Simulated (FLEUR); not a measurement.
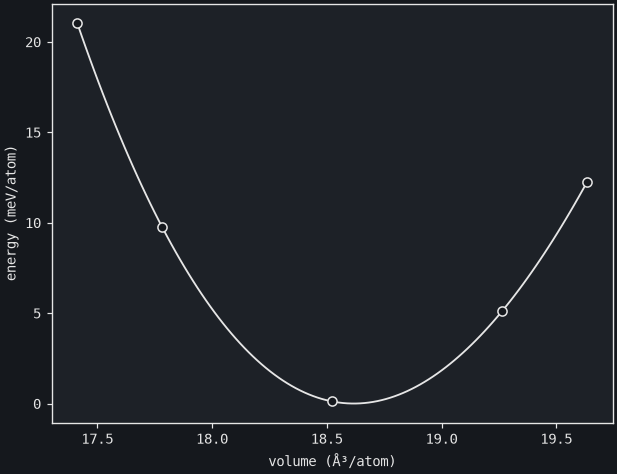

**Figure.** Energy against volume for Ge, space group I4_1/amd (No. 141).

A third-order Birch–Murnaghan fit gives V0 = 18.62 Å³/atom, B0 = 77.3 GPa and B′ = 4.0. The energy is 21.06 meV/atom at volume 17.41 Å³/atom and 12.28 meV/atom at 19.64 Å³/atom; the lowest computed point is at volume 18.52 Å³/atom (0.12 meV/atom).

Computed with FLEUR MaX-R8.1 (later development tree): all-electron LAPW DFT, no spin polarisation; energies at scaled volumes of the given cell, shape and fractions fixed, counted from the fit's minimum, third-order Birch-Murnaghan fit. Level: SCAN.

k mesh 11×11×11; occupations Fermi–Dirac; smearing width 0.05 eV; potentials all electron; program settings basis FLAPW, kmax 4.34 1/bohr.

Cell as given: a = 3.900 Å, b = 3.900 Å, c = 3.900 Å, α = 97.38°, β = 97.38°, γ = 138.01°; 2 atoms.

Note: shape and atomic fractions are frozen while scaling, which makes layered, chain and framework solids too stiff.
